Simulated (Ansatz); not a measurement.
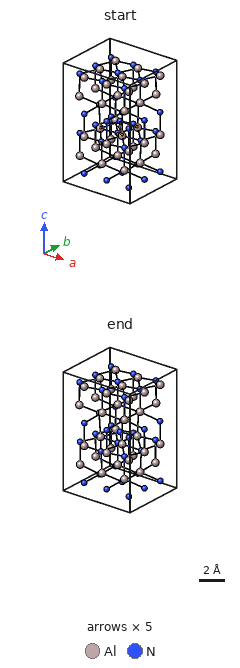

The structure of a defect cell of composition Al36N37 (cell charge −1) (coarse preliminary run) before (top) and after (bottom) a relaxation, at one scale. The orange arrows give the displacements, 5 times their true length.

The picture is a ball-and-stick view of the cell of the calculation (origin shifted), seen slightly off an axis.

Case: N interstitial, charge -1, atoms relaxed at the host's cell.

All numbers below come from Ansatz, DFT PBE, scalar-relativistic, plane waves, PAW. (plane-wave cutoff 420 eV; k-point mesh 1 × 1 × 1; occupations gaussian; smearing width 0.01 eV; no spin polarisation; atoms relaxed in a fixed cell; force threshold 0.025 eV/Å; at most 45 steps)

Describe what moved and what it gained.

Answer. The atom that moves furthest is an N atom (0.16 Å along −c). Largest moves by element: N 0.16 Å, Al 0.07 Å. The cell doesn't change. Some distances before and after: Al–N 1.972 → 1.850 Å, Al–N 1.953 → 1.998 Å, Al–N 1.892 → 1.851 Å, Al–N 1.903 → 1.942 Å. Bond angles that change, for instance: Al–N–Al 105.5° → 98.6°, N–Al–N 68.0° → 74.8°, N–Al–N 172.9° → 178.9°. The energy falls by 0.742 eV per cell of the calculation in 6 geometry steps. Largest force component: 1.7 eV/Å at the start, 0.007 eV/Å at the end.

Limits of the set-up: the cell is charged, on a uniform background, and energies carry no finite-size correction.
